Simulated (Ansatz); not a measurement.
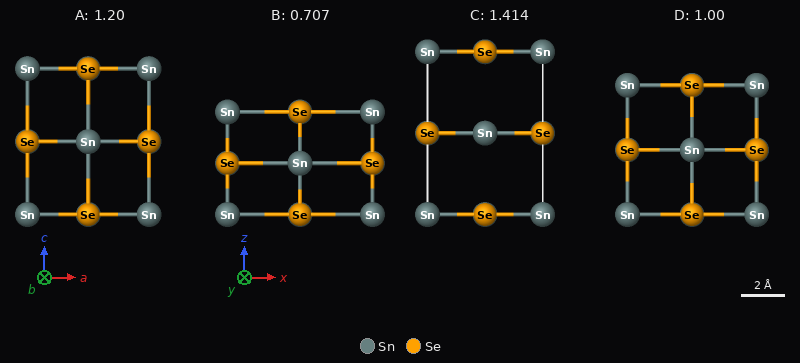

A scan of crystalline SnSe (Fm-3m): the ratio of the cell's length along z to its lengths across, counted as 1 for the reference, is changed at fixed volume (a tetragonal or Bain path), with the atoms kept at their fractional coordinates. x, y and z are the Cartesian axes of the input. Style: ball-and-stick. Shown: the conventional cell (4 times the calculation's cell), along the b axis. Lengths and directions refer to the drawn axes.

Theory: DFT LDA, scalar-relativistic, plane waves, PAW (Ansatz). Settings: plane-wave cutoff 420 eV; k-point mesh 10 × 10 × 10; occupations gaussian; smearing width 0.05 eV; no spin polarisation. Energies (free energies at the smearing named) are counted from the cell as listed in its source, which wasn't relaxed.

Rank the frames from lowest to highest energy.

Lowest first: D (the relative ratio 1.00, 0 meV/atom), A (the relative ratio 1.20, 159 meV/atom), C (the relative ratio 1.414, 470 meV/atom), B (the relative ratio 0.707, 887 meV/atom). Over the whole scan: of the computed points the lowest is at the relative ratio 1.00, 0 meV/atom. The unrelaxed reference is under a pressure of −3.3 GPa. The distortion takes the space group from Fm-3m to I4/mmm. At the relative ratio 1.414 the cell of the drawing goes a 6.020 → 5.363 Å, b 6.020 → 5.363 Å, c 6.020 → 7.584 Å. The band gap on the mesh, 0.52 eV in the reference, closes at 0.707, 0.78, 0.85, 1.20, 1.30, 1.414.
